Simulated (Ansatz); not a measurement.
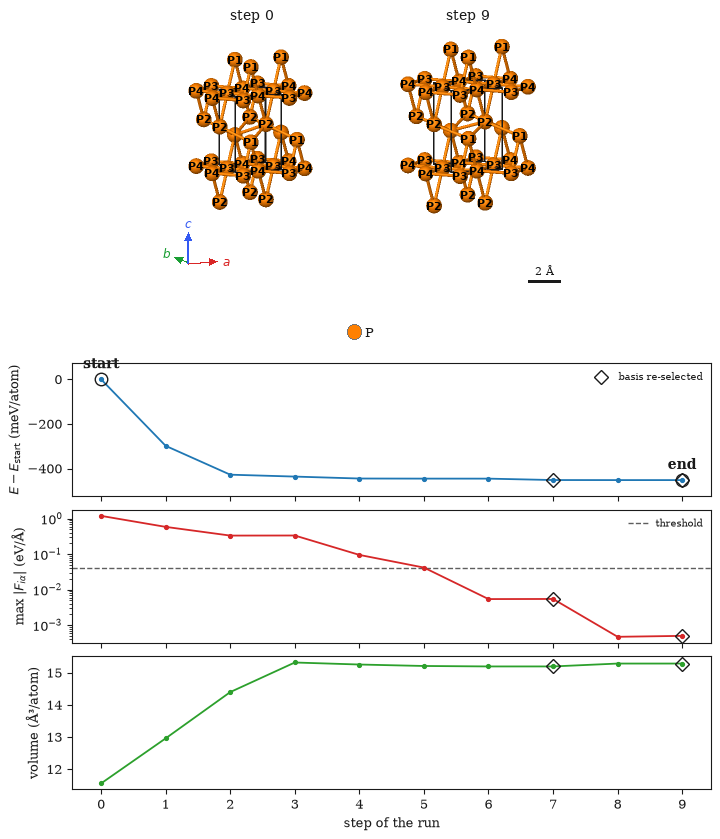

First and last geometry of a relaxation of crystalline P (a generated structure, set up in Cmme) (coarse preliminary run), with the history of the run. The picture is a ball-and-stick view of the cell of the calculation, seen slightly off an axis.

The calculation used DFT PBE, scalar-relativistic, plane waves, PAW in Ansatz.

Input
```yaml
crystal:
  lattice:
    - [2.18685734, -2.18825789, 0.0]
    - [2.18685734, 2.18825789, 0.0]
    - [0.0, 0.0, 4.82964009]
  atoms:
    - { symbol: P, position: [0.25, 0.75, 0.412397] }
    - { symbol: P, position: [0.75, 0.25, 0.587603] }
    - { symbol: P, position: [0.0, 0.5, 0.0] }
    - { symbol: P, position: [0.5, 0.0, 0.0] }
basis:
  ecutwfc: 420
kpoints:
  mp_grid: { grid: [6, 6, 4] }
hamiltonian:
  xc: pbe
scf:
  occupations: { method: gaussian, width: 0.1 }
  lower_state_search: "off"
output:
  forces: true
  stress: true
  eigenvalues: true
relax:
  adjacent_minimum: "off"
  f_tol: 0.04
  max_steps: 70
  cell: { stress_tol: 0.4 }
```

Run as
```bash
ansatz run input.yaml --threads 1 --pin off --max-ram 2560MiB --backend cpu --events-out ev --progress --plain --runs-dir out
```

> What do the curves and the structures tell?

It converged. After 7 accepted moves (9 points after the start) the energy has fallen by 451 meV per atom. The largest force component goes from 1.2 to 0.0005 eV/Å. The pressure goes from 45.01 to 0.08 GPa. The SCF was repeated twice at an unchanged geometry on a basis and grid sized afresh for the cell, which shifted the energy by 6.3 meV per atom at most. The largest moves relative to the cell, 0.082 Å, are those of P1 and P2. P1 goes along +c. Cell: a = b 3.094 → 3.426 Å (+10.7 %), c 4.830 → 5.210 Å (+7.9 %). Volume +32.3 %. Among the contacts that change: P1–P3 2.272 → 2.538 Å, P3–P4 2.188 → 2.425 Å, P1–P2 2.346 → 2.538 Å. Bond angles that change, for instance: P2–P1–P2 137.7° → 145.7°, P2–P1–P4 139.9° → 135.6°, P2–P1–P3 82.4° → 78.7°. The space group stays Cmme (No. 67).
